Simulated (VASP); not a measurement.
Consider Nb4H (slab).

Input

```
ALGO = Fast
DIPOL = 0.5 0.5 0.353
EDIFF = 1E-6
ENCUT = 520
GGA = PE
IDIPOL = 3
ISIF = 2
ISMEAR = 0
LASPH = T
LCHARG = T
LDIPOL = T
LELF = T
LREAL = F
LVACPOTAV = T
LVHAR = T
LWAVE = F
NBANDS = 34
NELM = 100
PREC = Accurate
SIGMA = 0.1
```

Run with:

```sh
cat potpaw_PBE.64/Nb_sv/POTCAR potpaw_PBE.64/H/POTCAR > POTCAR
mpirun -np 1 vasp_std > vasp.out
```

Not relaxed (largest force 1.4 eV/Å).

Method: Kohn-Sham DFT of a periodic cell, PBE, VASP PAW PBE potentials, recommended in VASP.

**What can the converged valence pseudo-density and electron localisation function tell about the bonding?**

Nb–H (1.81 Å): ρ is about 1.2 e/Å³ halfway; the ELF climbs to about 1 towards the hydrogen.
Nb–Nb (2.82 Å): ρ at the midpoint is about 0.28 e/Å³; the ELF is about 0.20 at the midpoint: no shared electron pair shows on this line.
Nb–Nb (2.87 Å): ρ is about 0.3 e/Å³ halfway; the ELF is about 0.30 at the midpoint (no localised pair shows between them).
Nb–Nb (2.98 Å): ρ is about 0.25 e/Å³ halfway; the ELF is about 0.30 at the midpoint (no localised pair shows between them).

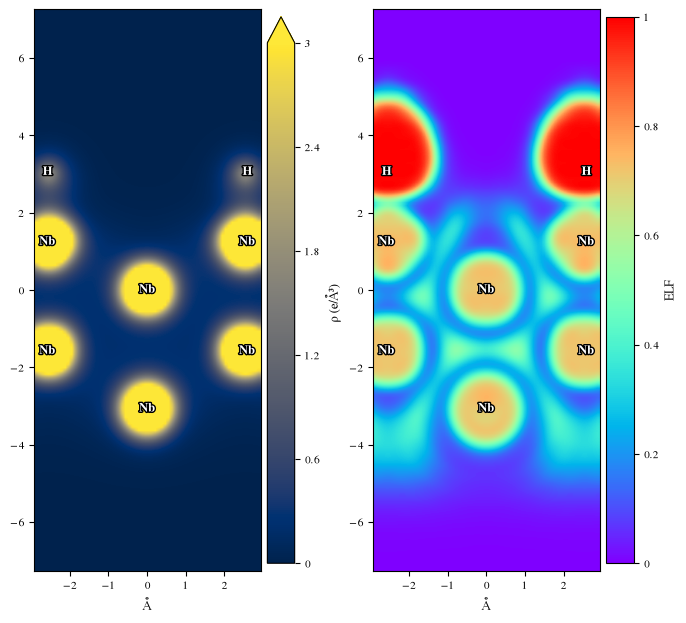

Computed valence pseudo-density and electron localisation function on the (11̄0) plane of the calculation cell, a cut from vacuum to vacuum, in this order. 

In a PAW calculation such maps are meaningful between the atoms, not at the nuclei.
